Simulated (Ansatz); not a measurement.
## Run report: Ni4HO5, geometry relaxation (part 1 of 3)

- system: Ni4HO5 (slab, 10 atoms in the cell)
- method: DFT PBEsol, scalar-relativistic, plane waves, PAW, spin-polarised (Ansatz 0.2.0)

The structure derives from an entry of the Crystallography Open Database. The input holds or restrains some coordinates. Forces given for the steps count only the free coordinates. It belongs to a series of runs on one base structure; here: OH put at a hollow Ni-O site.

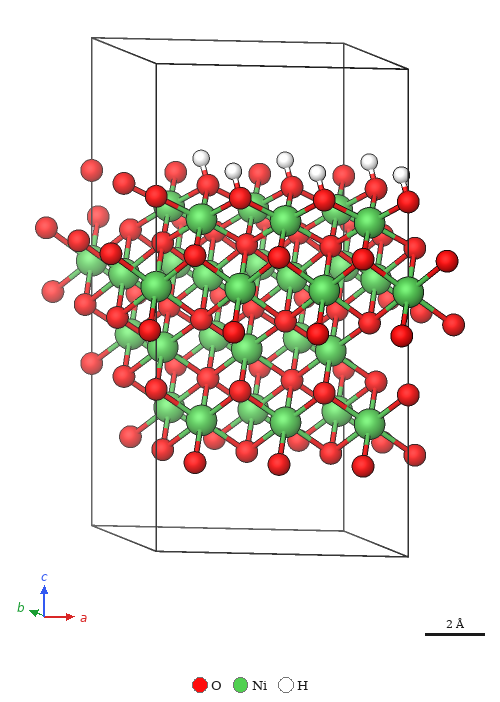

Figure 1. The structure as given in the input (ball-and-stick view of the 3 × 2 repeat of the cell, with the vacuum cut short, seen slightly off an axis; bonded neighbours outside the cell are drawn too). An atom can appear more than once, as a periodic image.

## Input file
```yaml
crystal:
  lattice:
    - [2.9103002313, 0.0, 0.0]
    - [-1.4551501157, 2.520393933, 0.0]
    - [0.0, 0.0, 28.1968756592]
  atoms:
    - { symbol: O, position: [0.3333333333, 0.6666666667, 0.3014518382], spin: 0.36 }
    - { symbol: Ni, position: [0.6666666667, 0.3333333333, 0.3435886022], spin: 0.71 }
    - { symbol: O, position: [0.0, 0.0, 0.3857253661] }
    - { symbol: Ni, position: [0.3333333333, 0.6666666667, 0.4278621301], spin: 1.27 }
    - { symbol: O, position: [0.6666666667, 0.3333333333, 0.468390994], spin: 0.27 }
    - { symbol: Ni, position: [0.0, 0.0, 0.5124313635], spin: 1.28 }
    - { symbol: O, position: [0.3333333333, 0.6666666667, 0.5569277696], spin: 0.24 }
    - { symbol: Ni, position: [0.6666666667, 0.3333333333, 0.5920345587], spin: 0.91 }
    - { symbol: O, position: [0.0, 0.0, 0.6239529887], spin: 1.0 }
    - { symbol: H, position: [-0.037759419, 0.1146163978, 0.6551621202] }
basis:
  ecutwfc: 420
kpoints:
  mp_grid: { grid: [12, 12, 1] }
hamiltonian:
  xc: pbesol
scf:
  occupations: { method: gaussian, width: 0.1 }
output:
  forces: true
  eigenvalues: true
  populations: true
  write_density: true
  write_potential: true
  elf: true
  volumetric_format: npy
magnetization:
  spin_polarized: true
relax:
  adjacent_minimum: "off"
  f_tol: 0.03
  max_steps: 70
  constraints: [{ sites: [0, 1, 2, 3] }]
efield:
  axis: 3
  dipole_correction: true
  ramp_width: 0.04
```

Hardware: 4 threads of Intel Xeon (Granite Rapids), 192 GiB of memory available, shared host.

Run as:
```bash
ansatz run input.yaml --threads 4 --pin off --max-ram 10240MiB --backend cpu --events-out ev --progress --plain --runs-dir out
```

## Output
```
Engine: ansatz 0.2.0, x86_64-unknown-linux-gnu
Pseudopotentials: kind: paw
Pseudopotential: O, paw, valence charge 6, recommended cutoff 420 eV (normal), O.paw.azcp
Pseudopotential: Ni, paw, valence charge 18, recommended cutoff 420 eV (normal), Ni.paw.azcp
Pseudopotential: H, paw, valence charge 1, recommended cutoff 420 eV (normal), H.paw.azcp
Functional definition: PBEsol
  exchange = pbesol_x
  correlation = pbesol_c
Crystal: 10 atoms, lattice volume = 206.827 Å³
Basis set: ecut = 420 eV, 4007 PW (Γ), exchange–correlation on 40×40×384 points (8 copies of the dense FFT grid, shifted against one another)
Bands: 66, of which v1, the nominal top of the filled ones, is band 52 counted from 1 (51 counted from 0)
Symmetry: 1 space group operations
k-points: 74 of 144 (time reversal used)
Non-local potential: O, projectors of the file, l = 0: 2, l = 1: 2, l = 2: 1
Non-local potential: Ni, projectors of the file, l = 0: 3, l = 1: 2, l = 2: 3, l = 3: 1
Non-local potential: H, projectors of the file, l = 0: 2, l = 1: 1
PAW form: soft (Blöchl's): semilocal exchange-correlation on the pseudo side does not see the compensation charge
PAW frozen core: O, regenerated for the run's functional, and the local potential with it (the file was generated under x = pbe(κ = 0.804, μ = 0.2195149727645171), c = pbe(β = 0.06672455060314922))
PAW frozen core: Ni, regenerated for the run's functional, and the local potential with it (the file was generated under x = pbe(κ = 0.804, μ = 0.2195149727645171), c = pbe(β = 0.06672455060314922))
PAW one-centre angular grid: O, 110 points (default); XC on 64 Gauss nodes
PAW one-centre angular grid: Ni, 590 points (default); XC on 64 Gauss nodes
PAW one-centre angular grid: H, 110 points (default); XC on 64 Gauss nodes
Initial density: superposition of atomic densities (neutral atoms: chi_scale 0, normalization atom)
Starting moments: Σ|m| = 6.04 μB on 8 of 10 sites
Initial wavefunctions: pseudopotential atomic-orbital guess
Functional: x = pbesol(κ = 0.804, μ = 0.12345679012345678), c = pbesol(β = 0.046)
SCF iter   1: F=—  HF=-26018.297804 eV  |F-HF|=—  |Δ(HF+E_count)|=         —  Δρ=5.09e-2 (↑3.55e-2 ↓5.09e-2)  dr2=2.56e1  dr2_m=1.19e0  M=5.200 μB ∫|m|=5.240 μB  β_m=1.00  ethr=3.10e-3  p=-0.000 e·Å  D=-3.62e-6 V/Å  ΔV_dip=0.00 eV  dr2_dipole=1.06e1  V_vac-E_F(+/−)=5.87/5.87 eV  ⟨swp⟩=7.5  Hψ=41863  notcnv=0  defer=530
Mixer restart at iter 1: flushing history
efield: sawtooth ramp at fractional position 0.9583 (placed from the atoms, in the widest stretch of the axis that holds none; the zero of the levels goes with the place), width 0.0400; the density the first Hamiltonian is built on has a dipole p = -0.000 e·Å; the dipole correction subtracts the counter field D = -3.62e-6 V/Å, which shifts the + side's vacuum level by +0.00 eV against the − side's; the planar-averaged density in the ramp window peaks in size at 6.2e-6 e/Å³
preconditioner: auto → LDOS  [metal: Δε(μ)=0.004 eV  Ē_g=11.489 eV  σ=0.100 eV  W_gap=0.02  n_scr=20 (ndim 8)  ℏωp=21.8 eV  f_vac=0.579  D(μ)=9.18/eV (n_scr^D=102)]
spin=Collinear: LDOS preconditioning applied to the charge; magnetization (m = ρ↑ − ρ↓) channel mixes plain (no charge-response kernel on spin).
SCF iter   2: F=—  HF=-26025.134355 eV  |F-HF|=—  |Δ(HF+E_count)|=    6.84e0  Δρ=2.79e-2 (↑2.45e-2 ↓2.79e-2)  dr2=1.58e1  dr2_m=3.51e-2  M=5.250 μB ∫|m|=5.308 μB  β_m=0.40  ethr=3.10e-3  p=0.076 e·Å  D=6.63e-2 V/Å  ΔV_dip=-1.87 eV  dr2_dipole=6.52e0  V_vac-E_F(+/−)=4.26/6.13 eV  ⟨swp⟩=2.5  Hψ=17317  notcnv=0  defer=1150
density mixer auto → msr1: a metal under ldos (density of states about μ 2.79 of a free-electron gas's, 20 screened modes)
SCF iter   3: F=—  HF=-26030.677623 eV  |F-HF|=—  |Δ(HF+E_count)|=    5.54e0  Δρ=2.20e-2 (↑2.20e-2 ↓1.98e-2)  dr2=3.69e0  dr2_m=5.86e-1  M=5.209 μB ∫|m|=5.305 μB  β_m=0.61  ethr=3.10e-3  p=0.195 e·Å  D=1.71e-1 V/Å  ΔV_dip=-4.82 eV  dr2_dipole=1.33e0  V_vac-E_F(+/−)=2.23/7.05 eV  ⟨swp⟩=3.1  Hψ=16458  notcnv=0  defer=1159
SCF iter   4: F=—  HF=-26031.772401 eV  |F-HF|=—  |Δ(HF+E_count)|=    1.09e0  Δρ=1.36e-2 (↑1.36e-2 ↓8.12e-3)  dr2=3.11e-1  dr2_m=1.05e-1  M=5.151 μB ∫|m|=5.217 μB  β_m=0.57  ethr=3.10e-3  p=0.250 e·Å  D=2.19e-1 V/Å  ΔV_dip=-6.17 eV  dr2_dipole=8.47e-3  V_vac-E_F(+/−)=1.78/7.95 eV  ⟨swp⟩=3.7  Hψ=14882  notcnv=0  defer=939
SCF iter   5: F=—  HF=-26031.682112 eV  |F-HF|=—  |Δ(HF+E_count)|=   9.03e-2  Δρ=5.72e-3 (↑4.79e-3 ↓5.72e-3)  dr2=3.93e-2  dr2_m=4.61e-2  M=5.119 μB ∫|m|=5.170 μB  β_m=0.78  ethr=3.02e-4  p=0.255 e·Å  D=2.23e-1 V/Å  ΔV_dip=-6.28 eV  dr2_dipole=1.80e-4  V_vac-E_F(+/−)=1.89/8.17 eV  ⟨swp⟩=2.7  Hψ=19028  notcnv=0  defer=947
SCF iter   6: F=—  HF=-26031.721931 eV  |F-HF|=—  |Δ(HF+E_count)|=         —  Δρ=7.40e-3 (↑7.40e-3 ↓5.12e-3)  dr2=6.66e-2  dr2_m=6.98e-2  M=5.212 μB ∫|m|=5.264 μB  β_m=0.78  ethr=3.82e-5  p=0.263 e·Å  D=2.30e-1 V/Å  ΔV_dip=-6.48 eV  dr2_dipole=1.99e-2  V_vac-E_F(+/−)=1.66/8.15 eV  ⟨swp⟩=3.1  Hψ=21638  notcnv=0  defer=963
SCF iter   7: F=—  HF=-26031.718071 eV  |F-HF|=—  |Δ(HF+E_count)|=   3.86e-3  Δρ=2.69e-3 (↑1.63e-3 ↓2.69e-3)  dr2=2.60e-2  dr2_m=4.09e-3  M=5.259 μB ∫|m|=5.311 μB  β_m=0.77  ethr=3.82e-5  p=0.261 e·Å  D=2.29e-1 V/Å  ΔV_dip=-6.45 eV  dr2_dipole=2.58e-3  V_vac-E_F(+/−)=1.61/8.06 eV  ⟨swp⟩=2.3  Hψ=15015  notcnv=0  defer=963
SCF iter   8: F=—  HF=-26031.715206 eV  |F-HF|=—  |Δ(HF+E_count)|=   2.87e-3  Δρ=9.57e-4 (↑8.40e-4 ↓9.57e-4)  dr2=5.83e-3  dr2_m=7.14e-4  M=5.228 μB ∫|m|=5.282 μB  β_m=0.82  ethr=2.52e-5  p=0.263 e·Å  D=2.30e-1 V/Å  ΔV_dip=-6.49 eV  dr2_dipole=8.85e-4  V_vac-E_F(+/−)=1.59/8.08 eV  ⟨swp⟩=2.0  Hψ=13745  notcnv=0  defer=963
SCF iter   9: F=—  HF=-26031.715481 eV  |F-HF|=—  |Δ(HF+E_count)|=   2.75e-4  Δρ=5.33e-4 (↑5.33e-4 ↓5.06e-4)  dr2=1.11e-3  dr2_m=1.75e-4  M=5.234 μB ∫|m|=5.289 μB  β_m=0.82  ethr=5.66e-6  p=0.263 e·Å  D=2.30e-1 V/Å  ΔV_dip=-6.48 eV  dr2_dipole=8.93e-5  V_vac-E_F(+/−)=1.62/8.09 eV  ⟨swp⟩=2.4  Hψ=15911  notcnv=0  defer=963
SCF iter  10: F=—  HF=-26031.715383 eV  |F-HF|=—  |Δ(HF+E_count)|=   9.83e-5  Δρ=2.45e-4 (↑2.45e-4 ↓2.38e-4)  dr2=1.37e-4  dr2_m=9.07e-5  M=5.232 μB ∫|m|=5.287 μB  β_m=0.85  ethr=1.08e-6  p=0.262 e·Å  D=2.29e-1 V/Å  ΔV_dip=-6.47 eV  dr2_dipole=3.73e-5  V_vac-E_F(+/−)=1.62/8.09 eV  ⟨swp⟩=2.4  Hψ=15019  notcnv=0  defer=963
SCF iter  11: F=—  HF=-26031.715378 eV  |F-HF|=—  |Δ(HF+E_count)|=   4.52e-6  Δρ=1.15e-4 (↑1.15e-4 ↓6.61e-5)  dr2=5.17e-5  dr2_m=6.51e-6  M=5.234 μB ∫|m|=5.290 μB  β_m=0.76  ethr=1.33e-7  p=0.262 e·Å  D=2.29e-1 V/Å  ΔV_dip=-6.46 eV  dr2_dipole=7.33e-6  V_vac-E_F(+/−)=1.62/8.08 eV  ⟨swp⟩=2.9  Hψ=18367  notcnv=0  defer=963
SCF iter  12: F=—  HF=-26031.715377 eV  |F-HF|=—  |Δ(HF+E_count)|=   1.26e-6  Δρ=4.71e-5 (↑4.36e-5 ↓4.71e-5)  dr2=4.84e-6  dr2_m=3.03e-6  M=5.235 μB ∫|m|=5.291 μB  β_m=0.88  ethr=5.02e-8  p=0.262 e·Å  D=2.29e-1 V/Å  ΔV_dip=-6.46 eV  dr2_dipole=4.55e-7  V_vac-E_F(+/−)=1.62/8.08 eV  ⟨swp⟩=2.3  Hψ=14396  notcnv=0  defer=963
SCF iter  13: F=-26031.715359 eV  HF=-26031.715377 eV  |F-HF|=1.84e-5  |Δ(HF+E_count)|=   2.61e-8  Δρ=2.87e-5 (↑2.17e-5 ↓2.87e-5)  dr2=1.47e-5  dr2_m=2.34e-7  M=5.235 μB ∫|m|=5.290 μB  ethr=4.70e-9  p=0.262 e·Å  D=2.29e-1 V/Å  ΔV_dip=-6.46 eV  dr2_dipole=4.02e-6  V_vac-E_F(+/−)=1.62/8.08 eV  ⟨swp⟩=26.9  Hψ=112753  notcnv=0
SCF 1 converged in 13 iterations: F = -26031.715359 eV  dr2 = 1.47e-5
  Residual-converged pass: ⟨swp⟩=1.1  Hψ=10423  notcnv=0  max |occ|·‖R‖ = 7.0e-9 eV (tolerance 1.0e-8 eV)  dr2=1.47e-5  dr2_m=2.34e-7  dr2_onsite=7.53e-7  max |Δocc| = 6.0e-12
  greatest PAW one-centre occupation: 1.002 electrons in one spin orbital (limit 2), on the Ni atom at site 5 (counted from 0), in its partial waves of l = 1
relax step   1: F+E_penalty+E_count = -26031.71535851 eV  Δ(F+E_penalty+E_count) = +0.000e0 eV  max|allowed force component| = 1.803e0 eV/Å  Δτ_max = 0.0000 Å  (13 SCF iters, dr2 threshold 2.25e-5 eV, accepted)
Initial density: handed on by an earlier stage of this run
Starting moments: Σ|m| = 6.04 μB on 8 of 10 sites; this step starts from the density that it was given
Initial wavefunctions: those handed on with the density
iter 1 solved again at ethr=7.80e-4 eV; its pass at ethr=3.10e-3 eV (dr2=8.04e-1 eV) is discarded
SCF iter   1: F=—  HF=-26031.949308 eV  |F-HF|=—  |Δ(HF+E_count)|=         —  Δρ=1.19e-2 (↑1.10e-2 ↓1.19e-2)  dr2=8.18e-1  dr2_m=1.20e-1  M=5.330 μB ∫|m|=5.396 μB  β_m=1.00  ethr=7.80e-4  p=0.262 e·Å  D=2.29e-1 V/Å  ΔV_dip=-6.46 eV  dr2_dipole=3.24e-1  V_vac-E_F(+/−)=1.77/8.23 eV  ⟨swp⟩=1.2  Hψ=34104  notcnv=0  defer=902
efield: sawtooth ramp at fractional position 0.9583 (handed on by an earlier solve), width 0.0400; the density the first Hamiltonian is built on has a dipole p = 0.262 e·Å; the dipole correction subtracts the counter field D = 2.29e-1 V/Å, which shifts the + side's vacuum level by -6.46 eV against the − side's; the planar-averaged density in the ramp window peaks in size at 2.5e-5 e/Å³
preconditioner: auto → LDOS  [metal: Δε(μ)=0.014 eV  Ē_g=10.820 eV  σ=0.100 eV  W_gap=0.08  n_scr=20 (ndim 8)  ℏωp=21.8 eV  f_vac=0.585  D(μ)=6.18/eV (n_scr^D=20)]
spin=Collinear: LDOS preconditioning applied to the charge; magnetization (m = ρ↑ − ρ↓) channel mixes plain (no charge-response kernel on spin).
SCF iter   2: F=—  HF=-26031.987467 eV  |F-HF|=—  |Δ(HF+E_count)|=   3.82e-2  Δρ=5.62e-3 (↑5.62e-3 ↓5.50e-3)  dr2=4.07e-1  dr2_m=1.67e-3  M=5.365 μB ∫|m|=5.424 μB  β_m=0.35  ethr=7.80e-4  p=0.259 e·Å  D=2.27e-1 V/Å  ΔV_dip=-6.39 eV  dr2_dipole=1.57e-1  V_vac-E_F(+/−)=1.82/8.21 eV  ⟨swp⟩=2.0  Hψ=13252  notcnv=0  defer=941
density mixer auto → msr1: a metal under ldos (density of states about μ 2.23 of a free-electron gas's, 20 screened modes)
SCF iter   3: F=—  HF=-26031.963665 eV  |F-HF|=—  |Δ(HF+E_count)|=   2.38e-2  Δρ=4.28e-3 (↑4.28e-3 ↓4.08e-3)  dr2=1.09e-1  dr2_m=2.21e-2  M=5.385 μB ∫|m|=5.442 μB  β_m=0.67  ethr=3.96e-4  p=0.258 e·Å  D=2.26e-1 V/Å  ΔV_dip=-6.36 eV  dr2_dipole=4.04e-2  V_vac-E_F(+/−)=1.81/8.17 eV  ⟨swp⟩=1.9  Hψ=13671  notcnv=0  defer=949
SCF iter   4: F=—  HF=-26031.985534 eV  |F-HF|=—  |Δ(HF+E_count)|=   2.19e-2  Δρ=1.25e-3 (↑1.25e-3 ↓9.33e-4)  dr2=6.92e-3  dr2_m=1.74e-3  M=5.388 μB ∫|m|=5.446 μB  β_m=0.78  ethr=1.06e-4  p=0.252 e·Å  D=2.20e-1 V/Å  ΔV_dip=-6.22 eV  dr2_dipole=3.36e-3  V_vac-E_F(+/−)=1.87/8.08 eV  ⟨swp⟩=2.0  Hψ=12848  notcnv=0  defer=949
SCF iter   5: F=—  HF=-26031.985238 eV  |F-HF|=—  |Δ(HF+E_count)|=   2.97e-4  Δρ=4.23e-4 (↑3.93e-4 ↓4.23e-4)  dr2=4.46e-4  dr2_m=1.61e-4  M=5.391 μB ∫|m|=5.450 μB  β_m=0.81  ethr=6.72e-6  p=0.259 e·Å  D=2.26e-1 V/Å  ΔV_dip=-6.38 eV  dr2_dipole=2.14e-5  V_vac-E_F(+/−)=1.71/8.09 eV  ⟨swp⟩=2.5  Hψ=16897  notcnv=0  defer=956
SCF iter   6: F=—  HF=-26031.985214 eV  |F-HF|=—  |Δ(HF+E_count)|=   2.44e-5  Δρ=1.80e-4 (↑1.58e-4 ↓1.80e-4)  dr2=1.22e-4  dr2_m=6.81e-6  M=5.393 μB ∫|m|=5.451 μB  β_m=0.73  ethr=4.33e-7  p=0.260 e·Å  D=2.27e-1 V/Å  ΔV_dip=-6.41 eV  dr2_dipole=5.41e-7  V_vac-E_F(+/−)=1.67/8.08 eV  ⟨swp⟩=2.9  Hψ=18752  notcnv=0  defer=955
SCF iter   7: F=—  HF=-26031.985187 eV  |F-HF|=—  |Δ(HF+E_count)|=   2.64e-5  Δρ=7.69e-5 (↑7.69e-5 ↓7.32e-5)  dr2=2.94e-5  dr2_m=9.44e-7  M=5.393 μB ∫|m|=5.451 μB  β_m=0.64  ethr=1.18e-7  p=0.260 e·Å  D=2.27e-1 V/Å  ΔV_dip=-6.40 eV  dr2_dipole=5.19e-6  V_vac-E_F(+/−)=1.68/8.08 eV  ⟨swp⟩=2.5  Hψ=18525  notcnv=0  defer=955
SCF iter   8: F=-26031.985173 eV  HF=-26031.985180 eV  |F-HF|=7.01e-6  |Δ(HF+E_count)|=   7.02e-6  Δρ=3.50e-5 (↑2.60e-5 ↓3.50e-5)  dr2=8.53e-6  dr2_m=1.03e-6  M=5.394 μB ∫|m|=5.453 μB  ethr=2.85e-8  p=0.259 e·Å  D=2.27e-1 V/Å  ΔV_dip=-6.40 eV  dr2_dipole=1.58e-8  V_vac-E_F(+/−)=1.69/8.08 eV  ⟨swp⟩=23.8  Hψ=107686  notcnv=0
SCF 2 converged in 8 iterations: F = -26031.985173 eV  dr2 = 8.53e-6
[... from here on the iterations of each SCF are left out, up to the last one ...]
relax step   2: F+E_penalty+E_count = -26031.98517310 eV  Δ(F+E_penalty+E_count) = -2.698e-1 eV  max|allowed force component| = 1.273e0 eV/Å  Δτ_max = 0.1678 Å  (8 SCF iters, dr2 threshold 1.00e-4 eV, accepted)
efield: sawtooth ramp at fractional position 0.9583 (handed on by an earlier solve), width 0.0400; the density the first Hamiltonian is built on has a dipole p = 0.259 e·Å; the dipole correction subtracts the counter field D = 2.27e-1 V/Å, which shifts the + side's vacuum level by -6.40 eV against the − side's; the planar-averaged density in the ramp window peaks in size at 4.0e-5 e/Å³
preconditioner: auto → LDOS  [metal: Δε(μ)=0.007 eV  Ē_g=10.821 eV  σ=0.100 eV  W_gap=0.04  n_scr=20 (ndim 8)  ℏωp=21.8 eV  f_vac=0.582  D(μ)=6.21/eV (n_scr^D=20)]
spin=Collinear: LDOS preconditioning applied to the charge; magnetization (m = ρ↑ − ρ↓) channel mixes plain (no charge-response kernel on spin).
density mixer auto → msr1: a metal under ldos (density of states about μ 2.21 of a free-electron gas's, 20 screened modes)
SCF 3 converged in 8 iterations: F = -26032.127414 eV  dr2 = 4.61e-5
```
